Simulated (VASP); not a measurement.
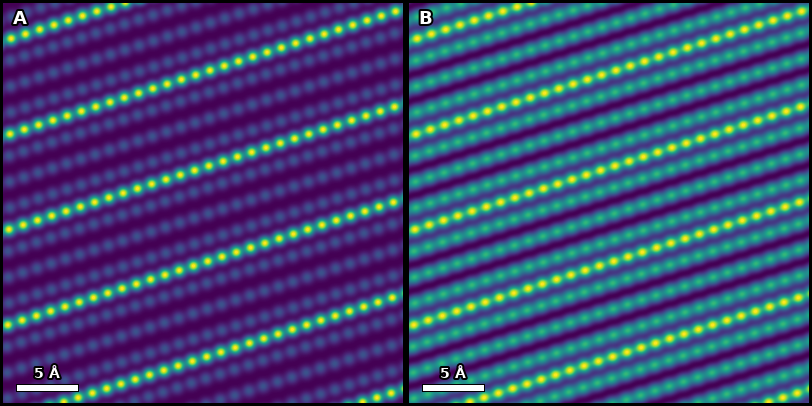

Two simulated images of the same area of Al3Cu (P4/mmm, No. 123) along [210], with a probe of 0.86 Å. One is incoherent Z contrast (Z^1.7 per atom), the other the projected potential of neutral atoms blurred by the probe (iDPC-like, thin sample). Brightness is counted from the darkest point of the image. Structure used: a cell listed in the Materials Project, as set up for an electronic-structure calculation.

### Which panel is which, and how can one tell?

A is the Z-contrast image and B the potential image. The columns of 1 Al per repeat reach about 25 % of the brightest peak (1 Cu) in A but about 66 % in B, mainly since the potential grows much more slowly with atomic number.
